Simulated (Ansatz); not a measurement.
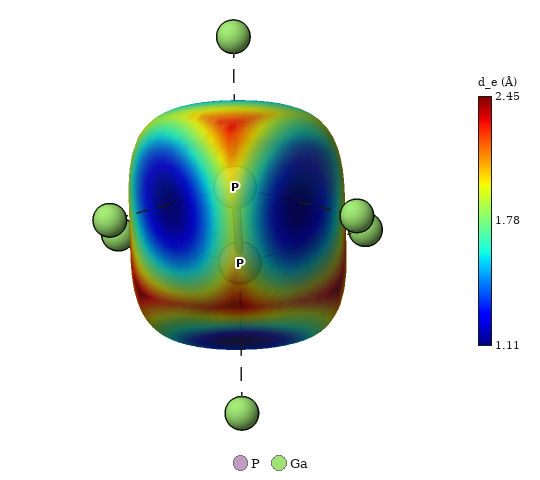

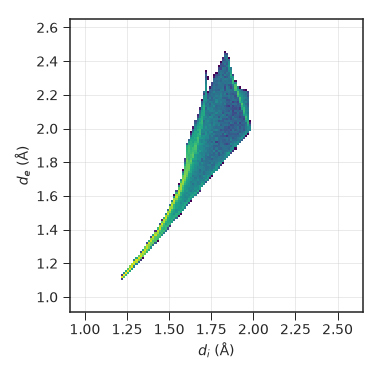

Hirshfeld surface computed for one P₂ unit (covalently bonded non-metal atoms) in GaP (R-3m), coloured by d_e. Dashed lines lead to the closest neighbours outside. The second picture is its fingerprint plot, coloured by area on a logarithmic scale (dark little, yellow much).

The surface is where the fragment's share of the procrystal density (the sum of the densities of spherically averaged neutral Hartree-Fock atoms) equals one half. d_i and d_e are the distances from the surface to the nearest nucleus inside and outside.

The cell is taken from the geometry relaxed at fixed volume with DFT r2SCAN, scalar-relativistic, plane waves, PAW in Ansatz 0.2.0.

```
Ga P
1.0
     3.75970    0.00000    0.00000
    -1.87985    3.25600    0.00000
     0.00000    0.00000   18.76168
Ga P
6 6
Cartesian
  1.8799 1.0853 14.4352
  1.8799 1.0853 16.8343
  0.0000 2.1707 1.9274
  0.0000 2.1707 4.3265
  0.0000 0.0000 8.1813
  0.0000 0.0000 10.5804
  0.0000 2.1707 13.5942
  0.0000 0.0000 17.6753
  0.0000 0.0000 1.0864
  1.8799 1.0853 5.1675
  1.8799 1.0853 7.3403
  0.0000 2.1707 11.4214
```

Question: What is the shortest distance from the fragment to an atom outside it?

Answer: P–Ga, 2.33 Å.

Question: How is the surface shared among contacts (nearest atom inside ··· nearest atom outside)?

Answer: P···Ga 100 %. The surface faces 6 neighbours with more than 2 % of its area each: 6 Ga.

Question: Give the size and shape of the surface.

Answer: It encloses about 31.0 Å³, has an area of about 51 Å² and a globularity of 0.93 (1 for a sphere).

Question: Where does the fingerprint reach closest to the origin?

Answer: The smallest d_i + d_e is about 2.3 Å, which belongs to the shortest contact, P···Ga at 2.33 Å; d_e runs from 1.11 to 2.45 Å.
